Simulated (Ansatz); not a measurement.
**W$_{14}$S$_{27}$ (charge −1): geometry relaxation (part 4 of 4)**

W$_{14}$S$_{27}$ (defect cell, 41 atoms in the cell, total charge −1); DFT LDA, scalar-relativistic, plane waves, PAW, spin-polarised (Ansatz 0.2.0); cutoff 420 eV, 2×2×2 k-mesh, Gaussian smearing of 0.01 eV, collinear spins. The structure derives from a Materials Project entry. It belongs to a series of runs on one base structure; here: S vacancy (site f), charge -1, atoms relaxed at the host's cell.

### Trajectory as extended XYZ (Å, eV, eV/Å), 5 of the 8 frames kept, from step=1 to step=8
```
41
Lattice="-1.5634 -8.1236 0.0000 7.8170 2.7079 0.0000 0.0000 0.0000 12.1627" Properties=species:S:1:pos:R:3:forces:R:3 step=1 energy=-165318.43174
W     0.0015   -3.6088    3.0323   -0.0008  -0.0044  -0.0180
W     3.1276   -3.6090    3.0407   -0.0287   0.0158  -0.0131
W     1.5647   -0.9010    3.0407    0.0344  -0.0233  -0.0020
W     6.2553   -3.6081    3.0406    0.0199   0.0330  -0.0150
W     4.6918   -0.9010    3.0406    0.0024   0.0308   0.0004
W     1.5649   -6.3166    3.0407   -0.0172  -0.0129  -0.0004
W     6.2556    1.8064    3.0407   -0.0003  -0.0316  -0.0134
W     1.5339   -4.4678    9.1132   -0.4492  -0.0097   0.7818
W     4.6934   -4.5103    9.0836    0.0196   0.0283   0.2776
W     3.1193   -1.8157    9.1069    0.0551   0.0362   0.1718
W    -0.0025   -7.2028    9.1067    0.0493  -0.0063   0.1617
W     6.3157   -1.7669    9.1404   -0.2757  -0.0725   0.0099
W     4.7102    0.9026    9.1068   -0.0311  -0.0500   0.1946
W     0.0052   -1.8554    9.1281    0.0821  -0.3178   0.3137
S     3.0629   -3.6132    7.5510    0.1426   0.1389  -0.3195
S     1.5410   -0.9383    7.5634    0.0557   0.0310  -0.1616
S     6.2854   -3.5480    7.5504    0.0314   0.0908  -0.0401
S     4.7389   -0.9026    7.5630    0.0506  -0.0112  -0.0955
S     1.5460   -6.2748    7.5634    0.0348  -0.0353  -0.1700
S     6.2944    1.7525    7.5507   -0.0412   0.0028  -0.1458
S     1.5675   -4.5130    1.4750    0.0045   0.0011  -0.0299
S     4.6917   -4.5114    1.4793   -0.0009  -0.0024  -0.0487
S     3.1287   -1.8035    1.4785    0.0069   0.0008  -0.0517
S     0.0015   -7.2197    1.4784   -0.0006  -0.0034  -0.0466
S     6.2526   -1.8049    1.4748   -0.0016  -0.0087  -0.0289
S     4.6914    0.9046    1.4784   -0.0022   0.0075  -0.0493
S     0.0016   -1.8006    1.4749   -0.0074   0.0043  -0.0310
S     0.0034   -3.6082   10.7354    0.2131   0.0512  -0.3781
S     3.1236   -3.6304   10.6614    0.1062  -0.0277  -0.1162
S     1.5483   -0.9024   10.6691    0.0094   0.0762  -0.0595
S     6.2406   -3.5912   10.6612   -0.0036  -0.0563  -0.1062
S     4.7053   -0.9146   10.6687   -0.0467  -0.0012  -0.0562
S     1.5738   -6.2985   10.6688    0.0541   0.0459  -0.1705
S     6.2796    1.8140   10.6615   -0.0651   0.0818  -0.0916
S     1.5610   -4.5099    4.5989    0.0146  -0.0075   0.0571
S     4.6916   -4.5115    4.6037   -0.0010   0.0011   0.0481
S     3.1276   -1.8041    4.6034    0.0026  -0.0006   0.0465
S     0.0013   -7.2186    4.6034   -0.0016   0.0021   0.0455
S     6.2584   -1.8011    4.5989   -0.0142  -0.0098   0.0551
S     4.6923    0.9040    4.6035    0.0023   0.0012   0.0410
S     0.0020   -1.8077    4.5990   -0.0023   0.0121   0.0537
41
Lattice="-1.5634 -8.1236 0.0000 7.8170 2.7079 0.0000 0.0000 0.0000 12.1627" Properties=species:S:1:pos:R:3:forces:R:3 step=3 energy=-165318.47676
W     0.0026   -3.6083    3.0319    0.0077   0.0071   0.0056
W     3.1281   -3.6059    3.0373    0.0203  -0.0031   0.0101
W     1.5694   -0.9018    3.0383   -0.0207   0.0103   0.0012
W     6.2577   -3.6045    3.0374   -0.0150  -0.0228   0.0127
W     4.6935   -0.8974    3.0379   -0.0033  -0.0173   0.0040
W     1.5664   -6.3159    3.0386    0.0152   0.0074   0.0038
W     6.2573    1.8056    3.0372    0.0001   0.0238   0.0068
W     1.5276   -4.4454    9.1489    0.2285   0.2659  -0.2991
W     4.6951   -4.5159    9.0868   -0.0034  -0.0040  -0.0881
W     3.1224   -1.8121    9.1161    0.0217   0.0216  -0.0708
W     0.0007   -7.2015    9.1063   -0.0693  -0.0312  -0.0766
W     6.2608   -1.7694    9.1583   -0.0199   0.1027   0.1029
W     4.7035    0.8864    9.1140    0.0140  -0.0250  -0.0305
W     0.0263   -1.8923    9.1298    0.1820  -0.0380  -0.1591
S     3.0677   -3.5983    7.5427   -0.0365  -0.0552   0.0911
S     1.5524   -0.9414    7.5553   -0.0153  -0.0051   0.0643
S     6.2831   -3.5321    7.5546   -0.0096  -0.0334   0.0351
S     4.7271   -0.9047    7.5471   -0.0016   0.0030   0.0556
S     1.5535   -6.2555    7.5706   -0.0198  -0.0202   0.0415
S     6.2976    1.7349    7.5550   -0.0183   0.0409  -0.0050
S     1.5679   -4.5116    1.4710   -0.0037  -0.0005   0.0176
S     4.6931   -4.5106    1.4741    0.0001  -0.0064   0.0248
S     3.1325   -1.8016    1.4707   -0.0098  -0.0006   0.0290
S     0.0034   -7.2197    1.4732    0.0034   0.0044   0.0209
S     6.2543   -1.8026    1.4702    0.0011   0.0039   0.0233
S     4.6921    0.9076    1.4711   -0.0011  -0.0005   0.0243
S     0.0041   -1.8008    1.4708    0.0019  -0.0031   0.0181
S    -0.0080   -3.6196   10.7250   -0.0782  -0.0345   0.1404
S     3.1482   -3.6303   10.6671   -0.1085  -0.1032   0.0059
S     1.5452   -0.8961   10.6651   -0.0701  -0.0303   0.0009
S     6.2377   -3.6066   10.6589    0.0334  -0.0096   0.0146
S     4.6770   -0.9101   10.6931    0.0542   0.0147  -0.0329
S     1.5785   -6.2939   10.6621   -0.0264  -0.0641   0.1023
S     6.2825    1.8033   10.6458   -0.0524   0.0050   0.0911
S     1.5646   -4.5095    4.6009   -0.0084   0.0034  -0.0302
S     4.6932   -4.5101    4.6022    0.0034  -0.0010  -0.0249
S     3.1315   -1.8029    4.6051   -0.0017   0.0022  -0.0288
S     0.0024   -7.2179    4.6035    0.0026   0.0011  -0.0147
S     6.2572   -1.8000    4.6017    0.0043   0.0041  -0.0257
S     4.6945    0.9061    4.6042   -0.0020  -0.0031  -0.0291
S     0.0043   -1.8053    4.6003    0.0009  -0.0090  -0.0319
41
Lattice="-1.5634 -8.1236 0.0000 7.8170 2.7079 0.0000 0.0000 0.0000 12.1627" Properties=species:S:1:pos:R:3:forces:R:3 step=5 energy=-165318.48375 accepted=F
W     0.0023   -3.6073    3.0166   -0.0008  -0.0020   0.0158
W     3.1287   -3.6059    3.0238   -0.0053   0.0002   0.0108
W     1.5665   -0.8998    3.0241    0.0048  -0.0029   0.0124
W     6.2562   -3.6057    3.0243    0.0032   0.0019   0.0107
W     4.6920   -0.8984    3.0235    0.0006   0.0041   0.0131
W     1.5662   -6.3148    3.0247   -0.0055  -0.0022   0.0118
W     6.2562    1.8074    3.0233    0.0009  -0.0019   0.0136
W     1.5322   -4.4260    9.1440   -0.0252  -0.0135   0.0309
W     4.6949   -4.5187    9.1022    0.0077   0.0103   0.0032
W     3.1280   -1.8132    9.1319    0.0018   0.0092   0.0071
W    -0.0051   -7.2076    9.1185    0.0191   0.0115   0.0038
W     6.2615   -1.7644    9.1866   -0.0040  -0.0298  -0.0114
W     4.7048    0.8882    9.1293    0.0092  -0.0111   0.0016
W     0.0371   -1.9028    9.1343    0.0168   0.0208   0.0199
S     3.0783   -3.5964    7.5534   -0.0104   0.0030  -0.0175
S     1.5591   -0.9449    7.5694   -0.0046  -0.0031  -0.0197
S     6.2792   -3.5292    7.5779    0.0048  -0.0047  -0.0169
S     4.7329   -0.9037    7.5700    0.0020   0.0067  -0.0237
S     1.5493   -6.2567    7.5879    0.0026   0.0082  -0.0240
S     6.2989    1.7365    7.5683    0.0014  -0.0045  -0.0132
S     1.5680   -4.5108    1.4580    0.0016  -0.0011   0.0055
S     4.6925   -4.5106    1.4610   -0.0004   0.0010   0.0011
S     3.1292   -1.8013    1.4589    0.0033   0.0001  -0.0015
S     0.0030   -7.2177    1.4605   -0.0003  -0.0020   0.0026
S     6.2534   -1.8031    1.4578   -0.0021   0.0003   0.0024
S     4.6913    0.9075    1.4589   -0.0009   0.0017  -0.0005
S     0.0024   -1.7997    1.4573    0.0008   0.0013   0.0049
S    -0.0034   -3.6214   10.7485   -0.0018   0.0043  -0.0393
S     3.1378   -3.6421   10.6792    0.0033   0.0055  -0.0237
S     1.5390   -0.9040   10.6769    0.0034   0.0006  -0.0184
S     6.2396   -3.6114   10.6770   -0.0054   0.0006  -0.0128
S     4.6787   -0.9035   10.7120   -0.0140  -0.0019  -0.0006
S     1.5716   -6.2882   10.6704    0.0073  -0.0230  -0.0152
S     6.2858    1.7977   10.6619   -0.0150   0.0117  -0.0215
S     1.5630   -4.5080    4.5847    0.0040  -0.0005   0.0133
S     4.6927   -4.5101    4.5881   -0.0005   0.0004   0.0099
S     3.1292   -1.8017    4.5887    0.0023  -0.0004   0.0145
S     0.0023   -7.2166    4.5893   -0.0024  -0.0019   0.0112
S     6.2572   -1.7993    4.5852   -0.0021  -0.0012   0.0118
S     4.6937    0.9054    4.5879   -0.0002   0.0011   0.0142
S     0.0027   -1.8056    4.5839    0.0001   0.0037   0.0136
41
Lattice="-1.5634 -8.1236 0.0000 7.8170 2.7079 0.0000 0.0000 0.0000 12.1627" Properties=species:S:1:pos:R:3:forces:R:3 step=6 energy=-165318.48639
W     0.0031   -3.6061    3.0353    0.0011   0.0006  -0.0001
W     3.1290   -3.6042    3.0425    0.0087  -0.0047  -0.0010
W     1.5680   -0.8985    3.0426   -0.0040   0.0007  -0.0022
W     6.2576   -3.6041    3.0426   -0.0057  -0.0014   0.0010
W     4.6928   -0.8967    3.0422    0.0031  -0.0010  -0.0020
W     1.5671   -6.3137    3.0434   -0.0004   0.0034  -0.0039
W     6.2571    1.8083    3.0419    0.0047   0.0070  -0.0005
W     1.5305   -4.4253    9.1268   -0.0202  -0.0494  -0.0320
W     4.6945   -4.5189    9.0816   -0.0092  -0.0148   0.0025
W     3.1276   -1.8126    9.1127   -0.0099   0.0088  -0.0056
W    -0.0058   -7.2070    9.0996    0.0167  -0.0226  -0.0104
W     6.2538   -1.7732    9.1670    0.1011   0.0525   0.0078
W     4.7036    0.8845    9.1100    0.0138   0.0081  -0.0143
W     0.0420   -1.9032    9.1164   -0.0547   0.0241  -0.0026
S     3.0761   -3.5953    7.5339   -0.0083  -0.0118   0.0098
S     1.5593   -0.9443    7.5493    0.0057   0.0018   0.0014
S     6.2787   -3.5336    7.5553   -0.0033   0.0004   0.0143
S     4.7317   -0.9058    7.5483   -0.0049   0.0014   0.0109
S     1.5493   -6.2551    7.5680   -0.0051  -0.0002   0.0210
S     6.3001    1.7330    7.5509    0.0015   0.0045  -0.0013
S     1.5691   -4.5096    1.4765   -0.0047  -0.0013  -0.0027
S     4.6934   -4.5092    1.4798   -0.0027   0.0004  -0.0034
S     3.1305   -1.7999    1.4769    0.0007   0.0002  -0.0012
S     0.0041   -7.2164    1.4785    0.0000  -0.0039   0.0017
S     6.2540   -1.8017    1.4761    0.0017   0.0027  -0.0023
S     4.6925    0.9090    1.4769   -0.0042  -0.0013   0.0013
S     0.0036   -1.7982    1.4759    0.0003  -0.0033  -0.0026
S    -0.0084   -3.6238   10.7263   -0.0187  -0.0049   0.0045
S     3.1375   -3.6420   10.6592    0.0014   0.0024   0.0051
S     1.5396   -0.9040   10.6580    0.0055   0.0079   0.0121
S     6.2371   -3.6154   10.6595   -0.0026  -0.0028  -0.0041
S     4.6755   -0.9053   10.6946   -0.0026   0.0056   0.0088
S     1.5722   -6.2904   10.6514    0.0002  -0.0013  -0.0013
S     6.2847    1.7971   10.6398   -0.0026  -0.0043   0.0074
S     1.5640   -4.5068    4.6037   -0.0025   0.0006  -0.0029
S     4.6936   -4.5085    4.6066   -0.0002  -0.0014  -0.0025
S     3.1304   -1.8004    4.6080   -0.0013   0.0011  -0.0026
S     0.0030   -7.2154    4.6083    0.0001  -0.0013  -0.0029
S     6.2579   -1.7981    4.6041    0.0010   0.0028  -0.0018
S     4.6947    0.9072    4.6071   -0.0014  -0.0034  -0.0023
S     0.0038   -1.8040    4.6027    0.0017  -0.0017  -0.0012
41
Lattice="-1.5634 -8.1236 0.0000 7.8170 2.7079 0.0000 0.0000 0.0000 12.1627" Properties=species:S:1:pos:R:3:forces:R:3 step=8 energy=-165318.48725
W     0.0024   -3.6072    3.0324   -0.0002   0.0002   0.0004
W     3.1286   -3.6057    3.0393    0.0000  -0.0002   0.0001
W     1.5671   -0.8999    3.0396    0.0002   0.0002   0.0002
W     6.2565   -3.6053    3.0396    0.0002  -0.0001   0.0003
W     4.6923   -0.8979    3.0391    0.0001   0.0000   0.0001
W     1.5661   -6.3148    3.0403    0.0003  -0.0001   0.0002
W     6.2565    1.8074    3.0389   -0.0001   0.0001   0.0003
W     1.5295   -4.4272    9.1292    0.0007  -0.0008  -0.0001
W     4.6944   -4.5180    9.0853   -0.0006   0.0001   0.0001
W     3.1275   -1.8120    9.1157    0.0005   0.0010   0.0001
W    -0.0041   -7.2076    9.1025    0.0015   0.0005  -0.0009
W     6.2610   -1.7680    9.1694   -0.0019  -0.0002   0.0005
W     4.7054    0.8866    9.1125    0.0002   0.0002  -0.0002
W     0.0393   -1.8996    9.1202    0.0003   0.0007   0.0009
S     3.0750   -3.5960    7.5379   -0.0009  -0.0011   0.0005
S     1.5593   -0.9442    7.5525   -0.0002   0.0004   0.0004
S     6.2800   -3.5314    7.5602    0.0006  -0.0003  -0.0011
S     4.7334   -0.9048    7.5525    0.0001  -0.0001  -0.0011
S     1.5497   -6.2562    7.5712   -0.0001  -0.0004  -0.0010
S     6.3000    1.7362    7.5527    0.0000   0.0014  -0.0010
S     1.5680   -4.5108    1.4734   -0.0003  -0.0003   0.0003
S     4.6925   -4.5103    1.4763   -0.0001   0.0000   0.0004
S     3.1300   -1.8012    1.4739    0.0003  -0.0001   0.0001
S     0.0031   -7.2179    1.4757   -0.0002  -0.0002   0.0002
S     6.2535   -1.8027    1.4730    0.0001   0.0002   0.0001
S     4.6914    0.9079    1.4741   -0.0003   0.0002   0.0002
S     0.0028   -1.7996    1.4727    0.0000  -0.0001   0.0005
S    -0.0060   -3.6207   10.7308   -0.0005  -0.0004   0.0002
S     3.1369   -3.6411   10.6620    0.0011  -0.0006  -0.0012
S     1.5405   -0.9028   10.6621    0.0005   0.0016  -0.0005
S     6.2388   -3.6123   10.6607    0.0006  -0.0009   0.0009
S     4.6782   -0.9044   10.6961   -0.0001  -0.0012   0.0002
S     1.5731   -6.2908   10.6546   -0.0002  -0.0018   0.0004
S     6.2839    1.7993   10.6449   -0.0015   0.0023   0.0001
S     1.5633   -4.5080    4.6006    0.0001  -0.0003  -0.0001
S     4.6928   -4.5098    4.6037    0.0000   0.0001  -0.0006
S     3.1297   -1.8017    4.6047    0.0004   0.0000  -0.0002
S     0.0021   -7.2167    4.6050   -0.0003  -0.0001   0.0002
S     6.2572   -1.7991    4.6011   -0.0001   0.0000   0.0000
S     4.6939    0.9059    4.6039   -0.0001   0.0000   0.0002
S     0.0032   -1.8053    4.5998    0.0000   0.0002  -0.0001
```

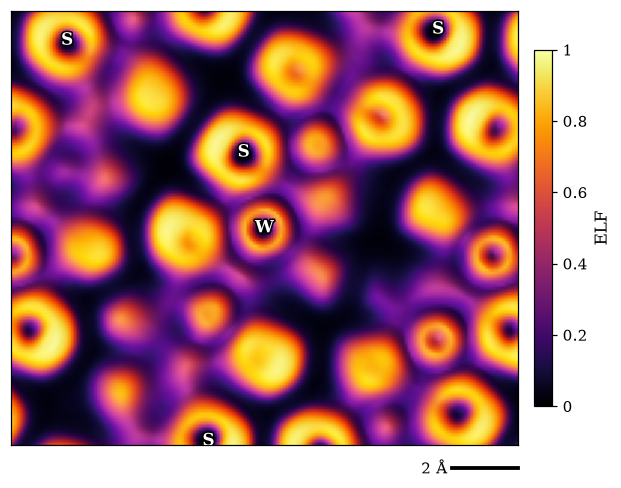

*Electron localisation function on the (111) plane of the calculation cell.*

The plane passes through W and S nuclei. W–S (2.39 Å): the ELF is about 0.50 at the midpoint. The ELF has a maximum of about 0.55 in the space between the atoms. The strong features right at W lie inside the PAW spheres (semicore, d or f shells) and say nothing about bonding. The fields are those of the smooth PAW valence density.

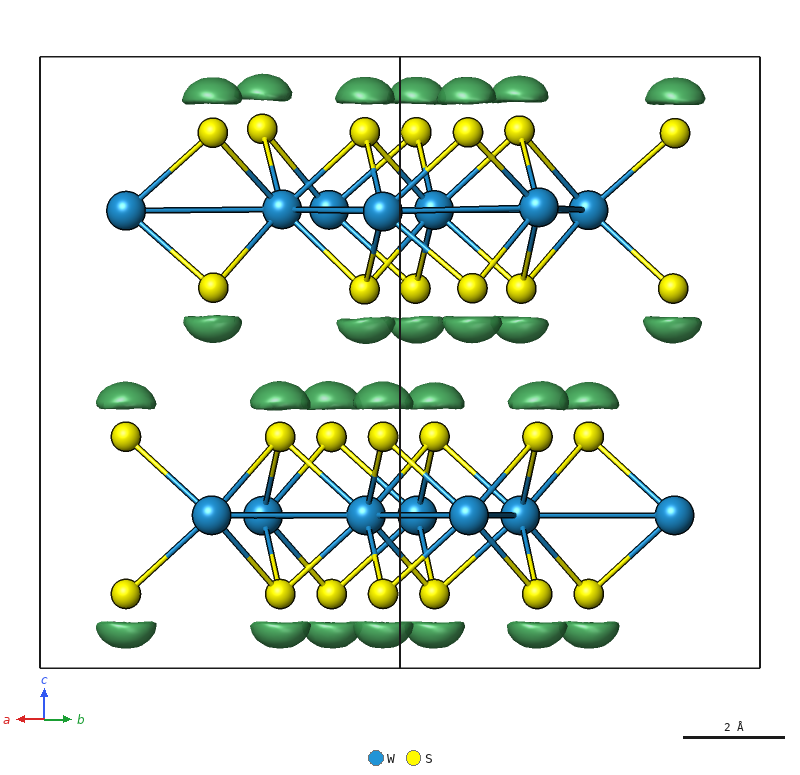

*Isosurface of the ELF at 0.9 (green), seen along [110]. Core shells and regions of very low density are left out. Sticks mark near contacts. The outline is the calculation cell.*

Along the contacts the grid gives the following. W–S (2.36 Å): the ELF is about 0.50 at the midpoint. W–W (2.93 Å): the ELF is about 0.45 at the midpoint.

### Key numbers

| quantity | value |
| --- | --- |
| outcome | converged |
| electrons treated | 359 |
| free energy | −165318.4872 eV |
| Fermi energy | 12.635 eV |
| gap on the k-point mesh | 0.08 eV |
| net moment of the cell | 0.00 μB |
| integrated absolute moment | 0.00 μB |
| final volume | 720.87 Å³ |
| largest force (length of the vector) at the end | 0.003 eV/Å |
| hardware | 4 threads of AMD EPYC (Zen 3), 189 GiB of memory available, shared host |
| wall time | 27 min (CPU time 80 min) |
| peak memory | 4.2 GiB |

### Remarks

The program warns: some starting moments were not kept. Spin–orbit coupling is left out, which matters for W.
